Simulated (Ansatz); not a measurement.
**Geometry relaxation, with input and output: Ti3O2 (part 2 of 2)**

The same run, continued: Ti3O2 (R-3c, 10 atoms in the cell); DFT PBEsol, scalar-relativistic, plane waves, PAW, no spin polarisation (Ansatz 0.2.0); cutoff 420 eV, 12×12×12 k-mesh, Gaussian smearing of 0.1 eV. The structure derives from a Materials Project entry.

Geometry of the input (Å; fractional positions):
```
2.5511  1.4729  4.9538
-2.5511  1.4729  4.9538
0.0000  -2.9457  4.9538
Ti 0.9192  0.5808  0.2500
Ti 0.5808  0.2500  0.9192
Ti 0.2500  0.9192  0.5808
Ti 0.7500  0.0808  0.4192
Ti 0.4192  0.7500  0.0808
Ti 0.0808  0.4192  0.7500
O  0.8375  0.8375  0.8375
O  0.6625  0.6625  0.6625
O  0.3375  0.3375  0.3375
O  0.1625  0.1625  0.1625
```

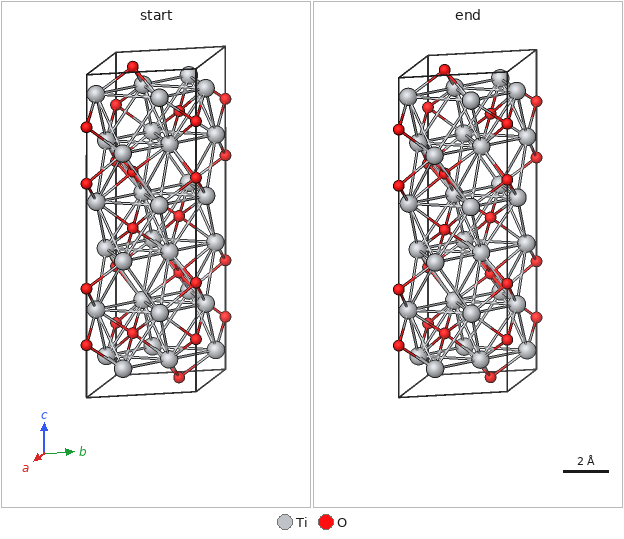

Figure 1. Before (left) and after (right) the relaxation, at one scale (ball-and-stick view of the cell 3 times as large as that of the calculation, set on its symmetry axes, seen slightly off an axis). The largest moves relative to the cell, 0.008 Å, are those of Ti1, Ti2, Ti3, Ti4, Ti5 and Ti6. Largest moves by element: Ti 0.008 Å, O 0.005 Å. Cell: a = b 5.102 → 5.058 Å (−0.9 %), c 14.861 → 14.714 Å (−1.0 %). Volume −2.7 %. Among the contacts that change: Ti1–Ti2 2.923 → 2.885 Å, Ti1–Ti6 2.997 → 2.965 Å, Ti1–Ti4 3.008 → 2.982 Å, Ti1–O10 2.130 → 2.108 Å. The space group stays R-3c (No. 167). The energy falls by 59.5 meV per cell of the calculation in 4 geometry steps. The largest force component goes from 0.16 to 0.0013 eV/Å. Pressure: −5.75 GPa at the start and 0.00 GPa at the end. 1 further SCF at an unchanged geometry re-selected the plane-wave basis for the new cell. The energy change given includes the shifts at the re-selections in mid-walk, which come without any move. A last SCF at the same geometry on a re-selected plane-wave basis shifts the energy by +0.1 meV per cell of the calculation. (Atoms are counted from 1 in the order of the input.)

```
basis re-selected at this cell: Δ(F+E_penalty+E_count) = +1.362e-4 eV, ΔP = -0.001 GPa vs the last step (what re-selecting the basis moved, of the pressure what is left beyond the Pulay correction that the steps carried, after the strain that the cell walked since its last selection, with what the two solves' SCF thresholds leave and, on support functions, any second-order correction that the steps lacked; it is no measure of the basis error at this ecutwfc). This SCF's stress stands 6.12e-3 GPa from its target on what of the cell is left free (relax.cell.stress_tol is 5.00e-2 GPa) and its largest allowed force component is 1.28e-3 eV/Å (relax.f_tol is 5.00e-3 eV/Å): within both
SCF converged after 8 iterations
Free energy (F): -17098.768381 eV
Harris-Foulkes:  -17098.768381 eV  (|F-HF|=3.64e-12)
Internal energy: -17098.754602 eV  (E = F + TS)
E sigma→0 (E₀):  -17098.761491 eV
Entropy (-TS):   -0.013779 eV (-1.378 meV/atom)
Fermi energy:    16.280581 eV
--- Per-component energies (eV) ---
  E_band       = -689.971003
  E_kinetic    = 2357.743257
  E_local      = -5394.030684  (includes V_loc(G=0)·N_el)
  E_nonlocal   = 248.658352
  E_hartree    = 2191.086311
  E_xc         = -881.067491
  E_vxc        = -1116.114363  (∫ρ·V_xc dr)
  E_paw        = -6746.685389  (= ΣΔE_a)
  E_vpaw       = -1168.410595  (= ΣTr[D̂ρ^β])
  E_aug_tail   = 0.010408  (compensation charges beyond the density's cutoff)
  E_ewald      = -8875.446823
  E_core_change = 0.977458  (= ΣΔE_core)
  E_smearing   = -0.013779  (= −TS)
  E_closure    = 0.000000  (closes the sum)
  Σ components = -17098.768381   (vs F -17098.768381, Δ=0.00e0)
--- Forces (eV/Å), atoms counted from 1 ---
  atom   1  Ti     0.00099606    -0.00000000    -0.00000000
  atom   2  Ti    -0.00049803    -0.00086261     0.00000000
  atom   3  Ti    -0.00049803     0.00086261    -0.00000000
  atom   4  Ti     0.00049803    -0.00086261     0.00000000
  atom   5  Ti     0.00049803     0.00086261    -0.00000000
  atom   6  Ti    -0.00099606     0.00000000     0.00000000
  atom   7  O     -0.00000000    -0.00000000    -0.00127681
  atom   8  O     -0.00000000     0.00000000     0.00127681
  atom   9  O      0.00000000    -0.00000000    -0.00127681
  atom  10  O      0.00000000     0.00000000     0.00127681
  max |Σ_I F_I| component: 1.60e-17 eV/Å
--- Stress (GPa, compression-positive) ---
        0.000149      -0.000000      -0.000000
       -0.000000       0.000149       0.000000
       -0.000000       0.000000       0.006116
  P = ⅓ Tr σ = 0.0021 GPa (0.021 kbar)
--- Band table (eV; the first three rows and the last of 189) ---
  k-point 0: bands = ["-40.7790", "-40.6674", "-40.6250", "-40.6250", "-40.6186", "-40.6186", "-17.8245", "-17.5373", "-17.4581", "-17.4581", "-17.2985", "-17.2301", "-17.2301", "-17.2282", "-17.0937", "-17.0937", "-17.0764", "-16.9929", "-16.9929", "-16.8231", "-16.7427", "-16.7427", "-16.7420", "-16.7420", "-5.5217", "-4.6020", "-4.5253", "-4.1923", "7.2812", "7.7039", "7.7039", "8.4922", "8.8587", "8.8587", "9.2587", "9.2587", "9.6552", "9.6622", "9.6622", "10.1305", "12.8132", "15.2629", "15.2629", "15.3789", "15.8269", "15.8269", "15.8416", "16.0170", "16.1387", "16.1387", "16.6457", "16.6457", "17.2287", "17.2287", "18.0686", "18.0686", "18.3781", "18.4418"]
  k-point 1: bands = ["-40.7762", "-40.6662", "-40.6277", "-40.6263", "-40.6191", "-40.6183", "-17.8164", "-17.5643", "-17.4708", "-17.4207", "-17.3262", "-17.2334", "-17.2141", "-17.2000", "-17.1005", "-17.0984", "-17.0568", "-16.9967", "-16.9929", "-16.8231", "-16.7612", "-16.7553", "-16.7400", "-16.7378", "-5.4971", "-4.6021", "-4.5351", "-4.2067", "7.3166", "7.7221", "7.7363", "8.4788", "8.8083", "8.8468", "9.2163", "9.2624", "9.6473", "9.6575", "9.6919", "10.1064", "12.8981", "15.1689", "15.2046", "15.2871", "15.6752", "15.8094", "15.9520", "15.9767", "16.1405", "16.1884", "16.7143", "16.8285", "17.2137", "17.2596", "17.9654", "17.9933", "18.4268", "18.5458"]
  k-point 2: bands = ["-40.7681", "-40.6627", "-40.6350", "-40.6289", "-40.6209", "-40.6183", "-17.7923", "-17.5987", "-17.5015", "-17.3632", "-17.3572", "-17.2352", "-17.1871", "-17.1655", "-17.1039", "-17.1005", "-17.0222", "-17.0055", "-16.9944", "-16.8278", "-16.7974", "-16.7751", "-16.7449", "-16.7402", "-5.4260", "-4.6016", "-4.5638", "-4.2484", "7.4173", "7.7757", "7.8273", "8.4384", "8.6981", "8.7911", "9.1511", "9.2373", "9.6563", "9.6567", "9.7120", "10.0442", "13.1174", "14.9728", "15.0143", "15.1599", "15.4992", "15.5264", "16.0939", "16.1274", "16.2120", "16.2128", "16.8768", "17.0944", "17.2447", "17.3724", "17.8454", "17.8980", "18.4919", "18.6268"]
  k-point 188: bands = ["-40.7235", "-40.7235", "-40.6218", "-40.6218", "-40.6218", "-40.6218", "-17.5669", "-17.5669", "-17.3559", "-17.3559", "-17.3181", "-17.3181", "-17.3181", "-17.3181", "-17.0623", "-17.0623", "-17.0623", "-17.0623", "-16.9828", "-16.9828", "-16.7517", "-16.7517", "-16.7517", "-16.7517", "-4.8778", "-4.8778", "-4.5555", "-4.5555", "8.1804", "8.1804", "8.3331", "8.3331", "8.3331", "8.3331", "9.3372", "9.3372", "9.3372", "9.3372", "9.4096", "9.4096", "14.2947", "14.2947", "15.1341", "15.1341", "15.1341", "15.1341", "15.9350", "15.9350", "17.1535", "17.1535", "17.1535", "17.1535", "18.1379", "18.1379", "18.1379", "18.1379", "18.4946", "18.4946"]
--- Relaxed structure (5 steps of the walk, 5 accepted, 2 SCFs on fresh bases) ---
  F+E_penalty+E_count = -17098.76838063 eV   max|allowed force component| = 1.277e-3 eV/Å   (the final SCF, on the basis selected at the relaxed cell)
  cell:  # Å, volume = 108.6848 Å³
    - [2.5291670470716068, 1.460215275468825, 4.904819555117083]
    - [-2.5291670470716068, 1.460215275468825, 4.904819555117083]
    - [-8.390322973567343e-35, -2.920430550888144, 4.904819555131821]
  atoms:
    - { symbol: Ti, position: [0.9207014979059908, 0.5792985020940091, 0.2499999999999999] }
    - { symbol: Ti, position: [0.5792985020940092, 0.25000000000000006, 0.9207014979059908] }
    - { symbol: Ti, position: [0.2500000000000003, 0.9207014979059909, 0.5792985020940093] }
    - { symbol: Ti, position: [0.75, 0.0792985020940093, 0.4207014979059907] }
    - { symbol: Ti, position: [0.42070149790599076, 0.75, 0.07929850209400913] }
    - { symbol: Ti, position: [0.07929850209400924, 0.42070149790599076, 0.7499999999999999] }
    - { symbol: O, position: [0.8377961132036208, 0.8377961132036208, 0.8377961132036208] }
    - { symbol: O, position: [0.6622038867963792, 0.6622038867963792, 0.6622038867963791] }
    - { symbol: O, position: [0.3377961132036209, 0.3377961132036209, 0.3377961132036209] }
    - { symbol: O, position: [0.16220388679637904, 0.16220388679637904, 0.162203886796379] }
```

## Trajectory as extended XYZ (Å, eV, eV/Å), 7 frames, from step=1 to step=7
```
10
Lattice="2.5511 1.4729 4.9538 -2.5511 1.4729 4.9538 0.0000 -2.9457 4.9538" Properties=species:S:1:pos:R:3:forces:R:3 step=1 energy=-17098.70899 pressure_GPa=-5.75
Ti    0.8633    1.4729    8.6691    0.1645   0.0000   0.0000
Ti    0.8439   -1.4841    8.6691   -0.0822  -0.1424   0.0000
Ti   -1.7072    0.0112    8.6691   -0.0822   0.1424   0.0000
Ti    1.7072   -0.0112    6.1922    0.0822  -0.1424   0.0000
Ti   -0.8439    1.4841    6.1922    0.0822   0.1424   0.0000
Ti   -0.8633   -1.4729    6.1922   -0.1645   0.0000   0.0000
O     0.0000    0.0000   12.4458    0.0000   0.0000   0.0444
O     0.0000    0.0000    9.8462    0.0000   0.0000  -0.0444
O     0.0000    0.0000    5.0151    0.0000   0.0000   0.0444
O     0.0000    0.0000    2.4156    0.0000   0.0000  -0.0444
10
Lattice="2.5332 1.4625 4.9193 -2.5332 1.4625 4.9193 0.0000 -2.9250 4.9193" Properties=species:S:1:pos:R:3:forces:R:3 step=2 energy=-17098.77069 pressure_GPa=-1.27
Ti    0.8615    1.4625    8.6087    0.0703   0.0000   0.0000
Ti    0.8358   -1.4773    8.6087   -0.0352  -0.0609   0.0000
Ti   -1.6973    0.0148    8.6087   -0.0352   0.0609   0.0000
Ti    1.6973   -0.0148    6.1491    0.0352  -0.0609   0.0000
Ti   -0.8358    1.4773    6.1491    0.0352   0.0609   0.0000
Ti   -0.8615   -1.4625    6.1491   -0.0703   0.0000   0.0000
O     0.0000    0.0000   12.3623    0.0000   0.0000   0.0025
O     0.0000    0.0000    9.7744    0.0000   0.0000  -0.0025
O     0.0000    0.0000    4.9834    0.0000   0.0000   0.0025
O     0.0000    0.0000    2.3955    0.0000   0.0000  -0.0025
10
Lattice="2.5300 1.4607 4.9042 -2.5300 1.4607 4.9042 0.0000 -2.9213 4.9042" Properties=species:S:1:pos:R:3:forces:R:3 step=3 energy=-17098.77563 pressure_GPa=0.03
Ti    0.8646    1.4607    8.5823   -0.0125   0.0000   0.0000
Ti    0.8327   -1.4791    8.5823    0.0062   0.0108   0.0000
Ti   -1.6973    0.0184    8.5823    0.0062  -0.0108   0.0000
Ti    1.6973   -0.0184    6.1302   -0.0062   0.0108   0.0000
Ti   -0.8327    1.4791    6.1302   -0.0062  -0.0108   0.0000
Ti   -0.8646   -1.4607    6.1302    0.0125   0.0000   0.0000
O     0.0000    0.0000   12.3271    0.0000   0.0000  -0.0100
O     0.0000    0.0000    9.7417    0.0000   0.0000   0.0100
O     0.0000    0.0000    4.9708    0.0000   0.0000  -0.0100
O     0.0000    0.0000    2.3854    0.0000   0.0000   0.0100
10
Lattice="2.5296 1.4605 4.9054 -2.5296 1.4605 4.9054 0.0000 -2.9209 4.9054" Properties=species:S:1:pos:R:3:forces:R:3 step=4 energy=-17098.77570 pressure_GPa=0.02
Ti    0.8635    1.4605    8.5845    0.0044   0.0000   0.0000
Ti    0.8331   -1.4780    8.5845   -0.0022  -0.0038   0.0000
Ti   -1.6965    0.0175    8.5845   -0.0022   0.0038   0.0000
Ti    1.6965   -0.0175    6.1318    0.0022  -0.0038   0.0000
Ti   -0.8331    1.4780    6.1318    0.0022   0.0038   0.0000
Ti   -0.8635   -1.4605    6.1318   -0.0044   0.0000   0.0000
O     0.0000    0.0000   12.3292    0.0000   0.0000  -0.0012
O     0.0000    0.0000    9.7452    0.0000   0.0000   0.0012
O     0.0000    0.0000    4.9711    0.0000   0.0000  -0.0012
O     0.0000    0.0000    2.3871    0.0000   0.0000   0.0012
10
Lattice="2.5296 1.4605 4.9054 -2.5296 1.4605 4.9054 0.0000 -2.9209 4.9054" Properties=species:S:1:pos:R:3:forces:R:3 step=5 energy=-17098.76836 pressure_GPa=-0.10
Ti    0.8635    1.4605    8.5845    0.0046   0.0000   0.0000
Ti    0.8331   -1.4780    8.5845   -0.0023  -0.0040   0.0000
Ti   -1.6965    0.0175    8.5845   -0.0023   0.0040   0.0000
Ti    1.6965   -0.0175    6.1318    0.0023  -0.0040   0.0000
Ti   -0.8331    1.4780    6.1318    0.0023   0.0040   0.0000
Ti   -0.8635   -1.4605    6.1318   -0.0046   0.0000   0.0000
O     0.0000    0.0000   12.3292    0.0000   0.0000  -0.0011
O     0.0000    0.0000    9.7452    0.0000   0.0000   0.0011
O     0.0000    0.0000    4.9711    0.0000   0.0000  -0.0011
O     0.0000    0.0000    2.3871    0.0000   0.0000   0.0011
10
Lattice="2.5292 1.4602 4.9048 -2.5292 1.4602 4.9048 0.0000 -2.9204 4.9048" Properties=species:S:1:pos:R:3:forces:R:3 step=6 energy=-17098.76852 pressure_GPa=0.00
Ti    0.8635    1.4602    8.5834    0.0010   0.0000   0.0000
Ti    0.8329   -1.4779    8.5834   -0.0005  -0.0009   0.0000
Ti   -1.6963    0.0177    8.5834   -0.0005   0.0009   0.0000
Ti    1.6963   -0.0177    6.1310    0.0005  -0.0009   0.0000
Ti   -0.8329    1.4779    6.1310    0.0005   0.0009   0.0000
Ti   -0.8635   -1.4602    6.1310   -0.0010   0.0000   0.0000
O     0.0000    0.0000   12.3277    0.0000   0.0000  -0.0013
O     0.0000    0.0000    9.7440    0.0000   0.0000   0.0013
O     0.0000    0.0000    4.9705    0.0000   0.0000  -0.0013
O     0.0000    0.0000    2.3867    0.0000   0.0000   0.0013
10
Lattice="2.5292 1.4602 4.9048 -2.5292 1.4602 4.9048 0.0000 -2.9204 4.9048" Properties=species:S:1:pos:R:3:forces:R:3 step=7 energy=-17098.76838 pressure_GPa=0.00
Ti    0.8635    1.4602    8.5834    0.0010   0.0000   0.0000
Ti    0.8329   -1.4779    8.5834   -0.0005  -0.0009   0.0000
Ti   -1.6963    0.0177    8.5834   -0.0005   0.0009   0.0000
Ti    1.6963   -0.0177    6.1310    0.0005  -0.0009   0.0000
Ti   -0.8329    1.4779    6.1310    0.0005   0.0009   0.0000
Ti   -0.8635   -1.4602    6.1310   -0.0010   0.0000   0.0000
O     0.0000    0.0000   12.3277    0.0000   0.0000  -0.0013
O     0.0000    0.0000    9.7440    0.0000   0.0000   0.0013
O     0.0000    0.0000    4.9705    0.0000   0.0000  -0.0013
O     0.0000    0.0000    2.3867    0.0000   0.0000   0.0013
```

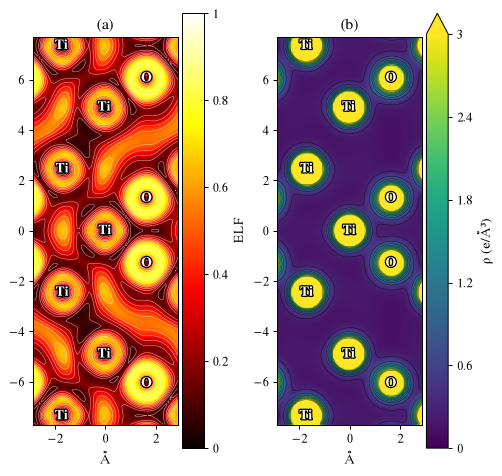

Figure 2. (a) electron localisation function; (b) valence pseudo-density on the (010) plane of the conventional cell. Ti–O (2.06 Å): ρ at the midpoint is about 0.52 e/Å³; the ELF is about 0.15 at the midpoint (no shared pair; the contact is polar). Ti–O (2.11 Å): ρ is about 0.45 e/Å³ halfway; the ELF is about 0.10 at the midpoint (a polar contact without a shared pair, in a metal). Ti–Ti (2.96 Å): ρ at the midpoint is about 0.17 e/Å³; the ELF is about 0.10 at the midpoint; no localised pair between them. Ti–Ti (2.98 Å): ρ is about 0.19 e/Å³ halfway; the ELF is about 0.20 at the midpoint; no localised pair between them. Away from the nuclei the density in this plane falls to 0.14 e/Å³ at its lowest. The strong features right at Ti lie inside the PAW spheres (semicore, d or f shells) and say nothing about bonding. In a PAW calculation such maps are meaningful between the atoms, not at the nuclei.

## Results in brief

| quantity | value |
| --- | --- |
| outcome | converged |
| space group (tolerance 0.01 Å) | R-3c (167) |
| electrons treated | 96 |
| free energy | −17098.7684 eV |
| Fermi energy | 16.281 eV |
| gap on the k-point mesh | none (metallic) |
| pressure | 0.00 GPa |
| final volume | 108.68 Å³ |
| largest force (length of the vector) at the end | 0.001 eV/Å |
| final cell | a = 5.708 Å, b = 5.708 Å, c = 5.708 Å, α = 52.60°, β = 52.60°, γ = 52.60° |
| wall time | 4.6 min (CPU time 9.2 min) |
| peak memory | 1.1 GiB |
